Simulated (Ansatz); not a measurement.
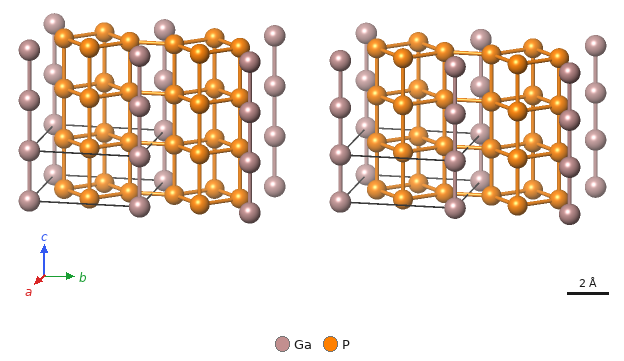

Two geometries of crystalline GaP4 (a generated structure, set up in P4/mmm) (coarse preliminary run), drawn at one scale. One is the start of a relaxation, the other its converged end. Style: ball-and-stick. Shown: the cell of the calculation, repeated 1 × 2 × 3 with one cell outlined, slightly off an axis.

Computed with Ansatz 0.2.0, DFT PBE, scalar-relativistic, plane waves, PAW. (plane-wave cutoff 420 eV; k-point mesh 4 × 4 × 6; occupations gaussian; smearing width 0.1 eV; no spin polarisation; cell and atoms relaxed; force threshold 0.04 eV/Å; at most 70 steps)

Which geometry has the lower energy?

Answer. The right one is the relaxed one. The largest moves relative to the cell, 0.017 Å, are those of P atoms. Ga stays in place. The volume changes by +1.4 %, with a = b 5.643 → 5.870 Å (+4.0 %), c 2.583 → 2.422 Å (−6.3 %). Near-neighbour distances that change, for instance: P–P 2.583 → 2.422 Å, Ga–Ga 2.583 → 2.422 Å, P–P 2.276 → 2.402 Å, P–P 2.381 → 2.453 Å. The space group stays P4/mmm (No. 123). The energy falls by 39.6 meV per atom in 6 accepted moves (7 points after the start). The largest force component goes from 0.25 to 0.0098 eV/Å. Pressure: 0.16 GPa at the start and −0.05 GPa at the end. At 1 point the geometry stayed and the basis and grid were re-selected for the new cell (energy shift of 0.2 meV per atom at most each time). The run took 55 s on 1 thread of Intel(R) Xeon(R) Processor @ 2.50GHz (Skylake/Cascade Lake), with other jobs on the host, peak memory 0.39 GiB.

Limits of the set-up: the k-point mesh is coarse for a cell with partly filled bands.
